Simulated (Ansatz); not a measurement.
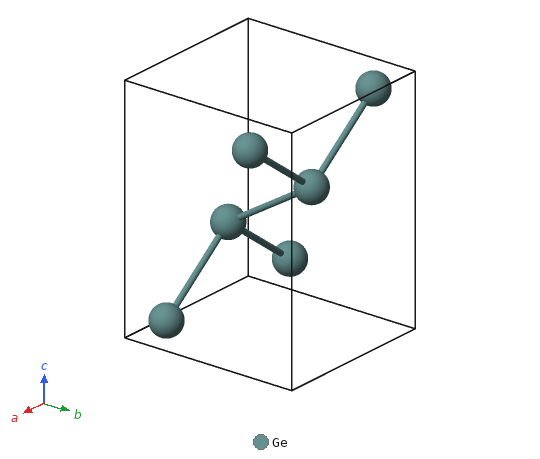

Ge, space group Imma (No. 74), a = 3.842 Å, b = 4.125 Å, c = 5.433 Å, α = 90.00°, β = 90.00°, γ = 90.00°

```json
{"site": "Ge", "Wyckoff": "4e", "x": "0.0000", "y": "0.2500", "z": "0.1188"}
```

Origin: the geometry relaxed (final pressure about 4.6 GPa) with DFT PBEsol, scalar-relativistic, plane waves, PAW in Ansatz 0.2.0.

Question: Compute the Voronoi cell of each site (no radii): faces and volume.

Answer:
```tsv
site	faces above 1 % of the sphere	volume (Å³)	solid angle by neighbour (%)
Ge	14	21.53	Ge 100
```

Weighted by multiplicity the volumes add up to the cell volume, 86.1 Å³.

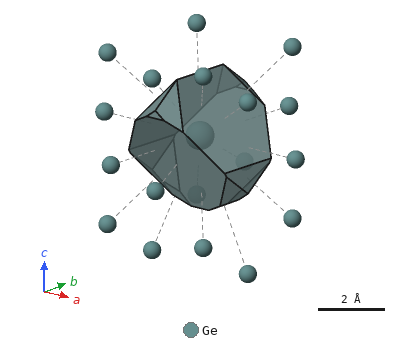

The computed Voronoi cell of Ge, with the neighbours that bound it.
